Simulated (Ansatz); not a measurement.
# A series of single points on Ag

System: Ag (P6₃/mmc, 2 atoms in the cell).
Method: Kohn-Sham DFT of a periodic cell, HSE06, Ansatz PAW, no spin polarisation (Ansatz 0.2.0).

The 6 runs differ only in the geometry, by an even scaling of the cell at fixed fractional positions. The structure derives from an entry of the Crystallography Open Database.

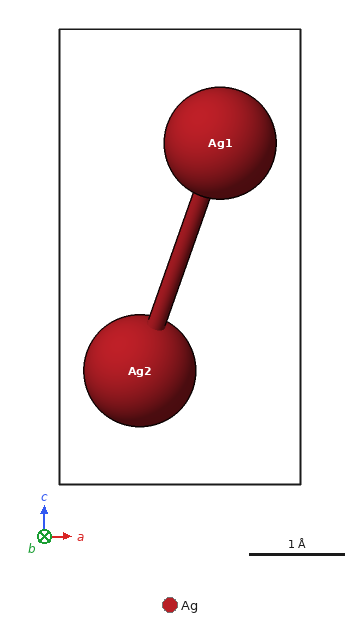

Figure 1. The structure of run 4 (ball-and-stick view of the cell of the calculation, along the b axis; atoms are numbered from 1 in the order of the input). An atom can appear more than once, as a periodic image.

### Input of run 4
```yaml
crystal:
  lattice:
    - [2.93, 0.0, 0.0]
    - [-1.465, 2.5374544331, 0.0]
    - [0.0, 0.0, 4.79]
  atoms:
    - { symbol: Ag, position: [0.6666666667, 0.3333333333, 0.75] }
    - { symbol: Ag, position: [0.3333333333, 0.6666666667, 0.25] }
hamiltonian:
  xc: hse06
  pseudopotentials: { kind: paw }
kpoints:
  mp_grid: { grid: [6, 6, 4] }
scf:
  occupations: { method: fermi_dirac, width: 0.05 }
output:
  forces: true
  stress: true
  eigenvalues: true
```

Lattice vectors (Å) and fractional positions of run 4:
```
   2.930000    0.000000    0.000000
  -1.465000    2.537454    0.000000
   0.000000    0.000000    4.790000
Ag  0.666667  0.333333  0.750000
Ag  0.333333  0.666667  0.250000
```

Run 2 differs from it as follows:
```diff
-    - [2.93, 0.0, 0.0]
-    - [-1.465, 2.5374544331, 0.0]
-    - [0.0, 0.0, 4.79]
+    - [2.8904005511, 0.0, 0.0]
+    - [-1.4452002756, 2.5031603044, 0.0]
+    - [0.0, 0.0, 4.7252623344]
```

### Results, with one run withheld

| run | volume per atom (Å³) | free energy per atom, from the lowest run given (meV) | pressure (GPa) |
| --- | --- | --- | --- |
| 1 | 16.738 | 23.60 | 7.04 |
| 2 | 17.094 | ? | ? |
| 3 | 17.450 | 3.15 | 2.37 |
| 4 | 17.806 | 0.00 | 0.48 |
| 5 | 18.518 | 4.92 | −2.55 |
| 6 | 18.875 | 11.97 | −3.79 |

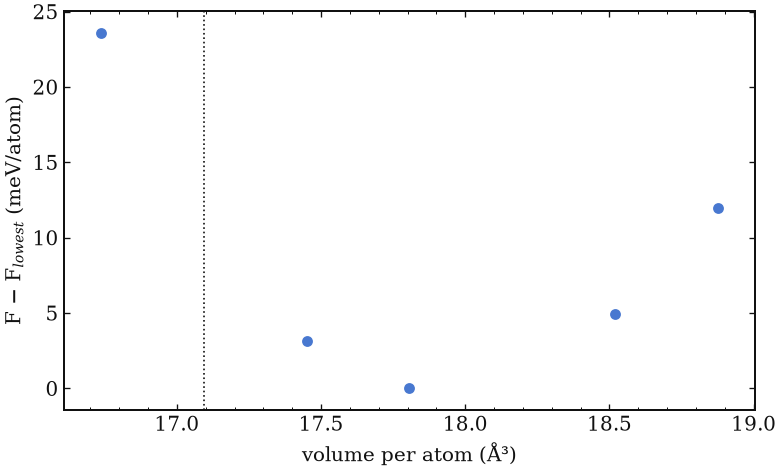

Figure 2. Free energy per atom of the runs given; the dotted line marks run 2.

Fit the runs given and predict run 2.

A cubic polynomial in V^(−2/3) (the Birch–Murnaghan form), fitted to the 5 runs given, misses them by at most 0.01 meV per atom. With x = V^(−2/3) − 0.14641 Å⁻², it reads F = −0.093519 + 312.53 x + 5.0145e+05 x² + 3.9607e+06 x³ (meV per atom). At run 2 it gives 10.77 meV per atom, and the run itself gives 10.78. The slope of the fit gives a pressure −dF/dV of 4.55 GPa there, and the run prints 4.54 GPa. The fit has its minimum at 17.908 Å³ per atom, where V d²F/dV² gives 84.5 GPa. Cell shape and fractional positions are held, so this is the stiffness under even scaling; the relaxed bulk modulus wasn't computed.

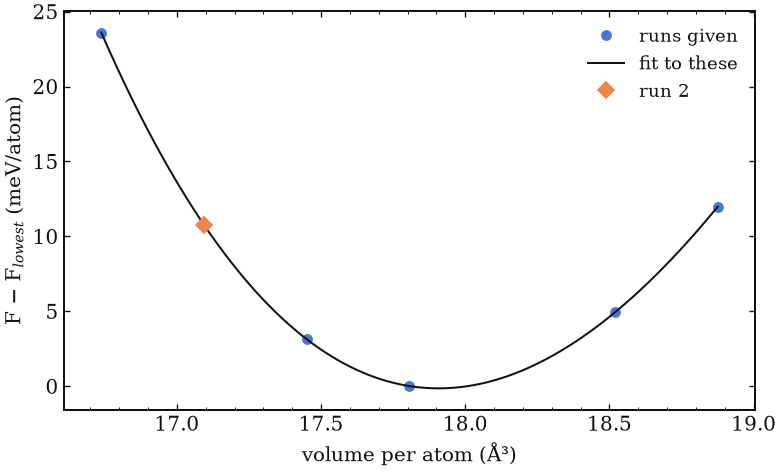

Figure 3. The fit and the withheld run.

### Output, shortened to warnings, some set-up lines, iterations and results (run 2)
```
Warning: output.stress: scf.convergence.dr2_threshold = 1e-7 eV (the SCF's general default) is looser than the 2e-10 eV advised for a printed stress (1e-10 eV for each atom of the cell: 2). What an SCF threshold leaves in a stress goes as its square root, and in the free energy as the threshold itself, and one threshold admits the most on a small cell: of the crystals measured, under no hybrid …
Warning: output.stress: scf.exx.energy_threshold = 1e-6 eV is looser than the 2e-8 eV advised for a stress under a hybrid functional (1e-8 eV for each atom of the cell: 2). Every SCF of the exchange loop can meet its threshold on dr2 while the loop round them stops early: no threshold on dr2 bounds what that leaves in the stress. Set scf.exx.energy_threshold to 2e-8 eV or tighter. The threshold …
Basis set: ecut = 420 eV, 687 PW (Γ), exchange–correlation on 40×40×64 points (8 copies of the dense FFT grid, shifted against one another)
Symmetry: 24 space group operations
k-points: 21 of 144
Initial density: superposition of atomic densities (neutral atoms: chi_scale 0, normalization atom), corrected by the library's trained network
[...]
SCF iter   1: F=—  HF=-15181.033656 eV  |F-HF|=—  |Δ(HF+E_count)|=         —  Δρ=2.12e-3  dr2=5.25e-4  ethr=1.77e-3  ⟨swp⟩=7.4  Hψ=1881  notcnv=0
SCF iter   2: F=—  HF=-15181.033986 eV  |F-HF|=—  |Δ(HF+E_count)|=   3.30e-4  Δρ=9.33e-4  dr2=1.09e-4  ethr=1.38e-6  ⟨swp⟩=3.5  Hψ=1249  notcnv=0
SCF iter   3: F=—  HF=-15181.034076 eV  |F-HF|=—  |Δ(HF+E_count)|=   8.97e-5  Δρ=2.13e-4  dr2=7.54e-6  ethr=2.05e-8  ⟨swp⟩=2.1  Hψ=1945  notcnv=0
SCF iter   4: F=—  HF=-15181.034076 eV  |F-HF|=—  |Δ(HF+E_count)|=   8.83e-7  Δρ=4.69e-5  dr2=2.65e-7  ethr=1.99e-8  ⟨swp⟩=3.0  Hψ=1126  notcnv=0
SCF iter   5: F=—  HF=-15181.034077 eV  |F-HF|=—  |Δ(HF+E_count)|=   3.85e-7  Δρ=2.96e-6  dr2=9.95e-10  ethr=6.97e-10  ⟨swp⟩=3.0  Hψ=1044  notcnv=0
[... 9 lines ...]
SCF iter   1: F=—  HF=-15187.557803 eV  |F-HF|=—  |Δ(HF+E_count)|=         —  Δρ=8.08e-5  dr2=1.49e-6  ethr=3.41e-7  ⟨swp⟩=4.1  Hψ=1226  notcnv=0
SCF iter   2: F=—  HF=-15187.557803 eV  |F-HF|=—  |Δ(HF+E_count)|=   3.13e-7  Δρ=2.09e-5  dr2=4.16e-8  ethr=3.66e-9  ⟨swp⟩=3.0  Hψ=1060  notcnv=0
SCF iter   3: F=—  HF=-15187.557803 eV  |F-HF|=—  |Δ(HF+E_count)|=   2.00e-7  Δρ=7.27e-6  dr2=1.50e-8  ethr=7.60e-11  ⟨swp⟩=4.2  Hψ=1421  notcnv=0  defer=2
SCF iter   4: F=-15187.557803 eV  HF=-15187.557803 eV  |F-HF|=3.64e-12  |Δ(HF+E_count)|=   4.71e-9  Δρ=3.11e-7  dr2=6.78e-11  ethr=3.84e-11  ⟨swp⟩=3.0  Hψ=1138  notcnv=0
SCF 3 converged in 4 iterations: F = -15187.557803 eV  dr2 = 6.78e-11
  Residual-converged pass: ⟨swp⟩=2.0  Hψ=820  notcnv=0  max |occ|·‖R‖ = 2.4e-6 eV (tolerance 2.4e-6 eV)  dr2=6.79e-11  dr2_onsite=5.34e-12  max |Δocc| = 5.4e-14
hybrid outer 2: dexx = +3.837e-7 eV, tail = 2.37e-8 eV, Δε = 1.38e-3 eV (about 4.13e-5 eV left of the loop's levels)
hybrid SCF converged: 2 outer / 10 inner (+6 warm-up), last move |dexx| = 3.84e-7 eV, tail = 2.37e-8 eV
Stability not checked: this state was not tested for a lower state beside it, because the functional holds exact exchange (a hybrid, or Hartree-Fock), whose exchange loop this test does not read (fock_operator; see scf.lower_state_search)
Free energy (F): -15187.557803 eV
Frozen-core exchange: fock
Harris-Foulkes:  -15187.557803 eV  (|F-HF|=3.64e-12)
Internal energy: -15187.552870 eV  (E = F + TS)
E sigma→0 (E₀):  -15187.555337 eV
Entropy (-TS):   -0.004933 eV (-2.466 meV/atom)
Fermi energy:    16.942680 eV
--- Per-component energies (eV) ---
  E_band       = -566.250155
  E_kinetic    = 1058.574930
  E_local      = -4410.204647  (includes V_loc(G=0)·N_el)
  E_nonlocal   = 162.444843
  E_hartree    = 2014.067159
  E_xc         = -295.418085
  E_vxc        = -372.209689  (∫ρ·V_xc dr)
  E_exx        = -159.725331  (= α·E_x^exact, valence–valence)
  E_paw        = -7727.940569  (= ΣΔE_a)
  E_vpaw       = -713.540807  (= ΣTr[D̂ρ^β])
  E_aug_tail   = 0.000660  (compensation charges beyond the density's cutoff)
  E_ewald      = -5828.194138
  E_core_change = -1.157692  (= ΣΔE_core)
  E_smearing   = -0.004933  (= −TS)
  E_closure    = -0.000000  (closes the sum)
  Σ components = -15187.557803   (vs F -15187.557803, Δ=0.00e0)
--- Forces (eV/Å), atoms counted from 1 ---
  atom   1  Ag    -0.00000000     0.00000000     0.00000000
  atom   2  Ag     0.00000000    -0.00000000    -0.00000000
  max |Σ_I F_I| component: 0.00e0 eV/Å
--- Stress (GPa, compression-positive) ---
        5.645982      -0.000000       0.000000
       -0.000000       5.645982      -0.000000
        0.000000      -0.000000       2.333867
  P = ⅓ Tr σ = 4.5419 GPa (45.419 kbar)
```

The program warns: the exchange loop's threshold is looser than advised for the stress; the SCF threshold is looser than advised for the printed stress.
